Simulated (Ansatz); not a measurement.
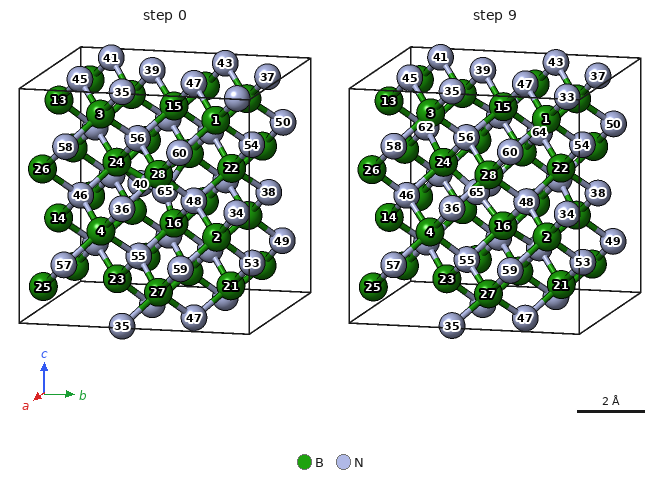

The structure of a defect cell of composition B₃₂N₃₃ (cell charge −1) before (left) and after (right) a relaxation, at one scale.

Style: ball-and-stick. Shown: the cell of the calculation (origin shifted), slightly off an axis.

The atoms of the start lie slightly off their symmetric places, so part of the fall in energy undoes that.

These are results of DFT, PBEsol, PAW, plane waves in Ansatz 0.2.0, not measurements. (plane-wave cutoff 420 eV; k-point mesh 1 × 1 × 1; mesh shifted by (0.25, 0.25, 0.25); no spin polarisation; atoms relaxed in a fixed cell; force threshold 0.03 eV/Å; at most 80 steps)

**What changed between the two?**

The largest moves, 0.55 Å, are those of N atoms. By element the largest moves are N 0.55 Å, B 0.24 Å. The lattice vectors keep their values. Some distances before and after: N–N 1.776 → 2.256 Å, B–N 1.747 → 2.219 Å, N–N 1.800 → 2.264 Å, B–N 1.757 → 2.200 Å. Among the angles between lasting bonds that change: B–N–N 64.2° → 110.6°, B–N–N 65.8° → 109.0°, N–B–N 119.9° → 99.6°. The energy falls by 16.059 eV per cell of the calculation in 8 accepted moves (9 points after the start). Largest force component: 40 eV/Å at the start, 0.027 eV/Å at the end. The line search rejected the trial step at point 7 of the run.

Limits of the set-up: the periodic images lie only 7.2 Å apart, so the values are limited by the cell's size; the cell is charged, on a uniform background, and energies carry no finite-size correction.
